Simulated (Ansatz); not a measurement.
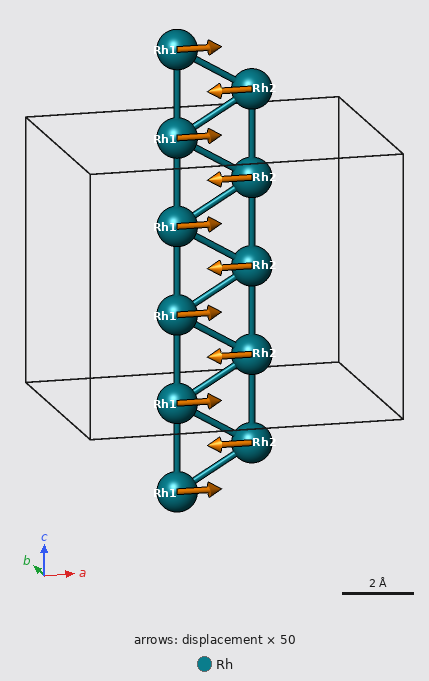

This is a relaxation of a wire of composition Rh. The starting structure is drawn; orange arrows show the displacements (the part carried along by the change of the cell is left out), magnified 50 times.

A ball-and-stick model of the 3 repeat of the cell, with the vacuum cut short, seen slightly off an axis.

Case: strip chain of atoms.

Computed with DFT PBE, scalar-relativistic, plane waves, PAW (Ansatz 0.2.0). Set-up: plane-wave cutoff 420 eV; k-point mesh 1 × 1 × 25; occupations gaussian; smearing width 0.05 eV; collinear spin; cell relaxed at fixed a, b, alpha, beta, gamma; force threshold 0.01 eV/Å; at most 45 steps.

> What happened in the run?

The energy falls by 35.9 meV per cell of the calculation in 4 accepted moves (5 points after the start). The largest force component goes from 0.7 to 0.00059 eV/Å. The SCF was repeated once at an unchanged geometry on a basis and grid sized afresh for the cell, which shifted the energy by 0.4 meV per cell of the calculation at most. The largest moves relative to the layer's centre, 0.027 Å, are those of Rh1 and Rh2. Along the periodic axis the drawn cell goes c 7.751 → 7.618 Å (−1.7 %). Among the contacts that change: Rh1–Rh2 2.546 → 2.489 Å, Rh1–Rh1 2.584 → 2.539 Å. Cost: 38 s on 2 threads of AMD EPYC 7R13 Processor (Zen 3), on a shared host, peak memory 0.63 GiB.

Limits of the set-up: the k-point mesh is coarse for a cell with partly filled bands.
